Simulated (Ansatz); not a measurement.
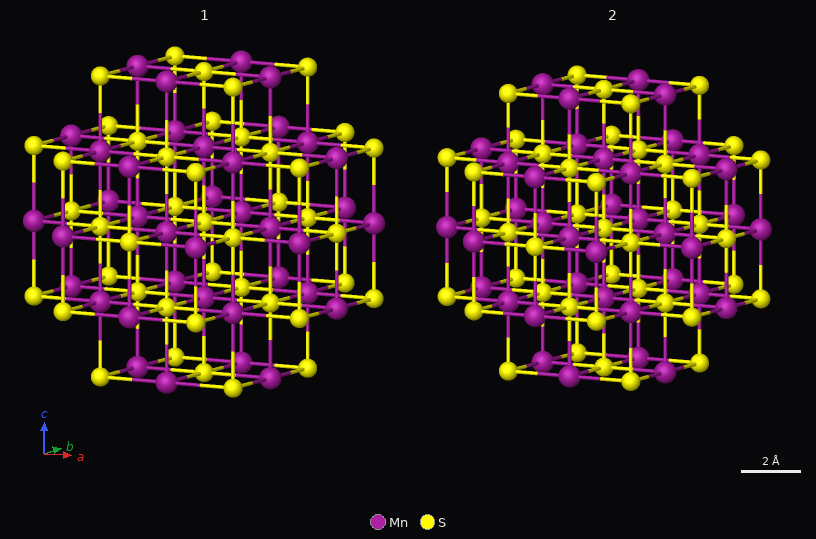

Two geometries of a crystal of MnS (set up in Fm-3m), drawn at one scale. One is the start of a relaxation, the other its converged end. A ball-and-stick model of the conventional cell (4 times the calculation's cell), seen from a free direction. Lengths and directions refer to the drawn axes.

These are results of Kohn-Sham DFT of a periodic cell, LDA, Ansatz PAW (Ansatz 0.2.0), not measurements. (plane-wave cutoff 420 eV; k-point mesh 9 × 9 × 9; occupations fermi-dirac; smearing width 0.05 eV; collinear spin; cell and atoms relaxed; force threshold 0.01 eV/Å; at most 40 steps)

**Which geometry has the lower energy?**

Structure 2 is the relaxed one. The run lets cell and atoms move. The atoms keep their places relative to the cell (all moves are under 0.005 Å). The volume changes by −21.5 %, with a = b = c 5.209 → 4.805 Å (−7.8 %). Near-neighbour distances that change, for instance: Mn–S 2.604 → 2.402 Å. The space group stays Fm-3m (No. 225). After 5 accepted moves (6 points after the start) the energy has fallen by 177 meV per atom. All forces vanish by symmetry, so only the cell relaxes. Pressure: −11.56 GPa at the start and −0.03 GPa at the end. At 1 point the geometry stayed and the basis and grid were re-selected for the new cell (energy shift of 0.6 meV per atom at most each time).
